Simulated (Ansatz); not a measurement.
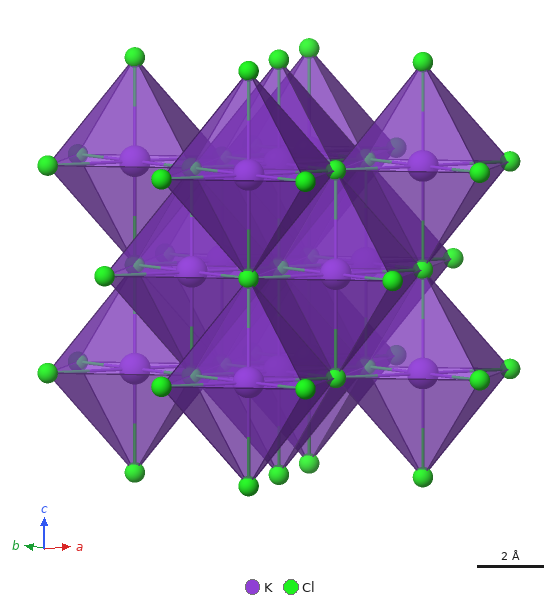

The starting point is crystalline KCl (set up in Fm-3m). The picture is a polyhedral view of the conventional cell (4 times the calculation's cell), seen from a free direction. Lengths and directions refer to the drawn axes.

These are results of DFT PBE, scalar-relativistic, plane waves, PAW (Ansatz), not measurements. Set-up: plane-wave cutoff 420 eV; k-point mesh 6 × 6 × 6; occupations gaussian; smearing width 0.02 eV; no spin polarisation.

Now this is done to it. All lengths are scaled by +2.0 % (volume +6.0 %), the atoms keeping their fractional coordinates. No relaxation follows.

> Predict the response.

Near-neighbour distances before and after: Cl–K 3.189 → 3.252 Å. The space group stays Fm-3m (No. 225). Energy change: +5.0 meV per atom. Pressure: 0.0 GPa before, −0.8 GPa after. All forces vanish by symmetry.

Drawn alike, the variant:

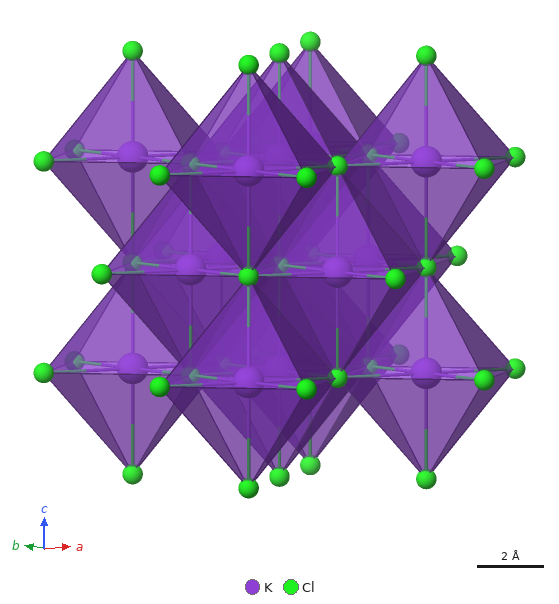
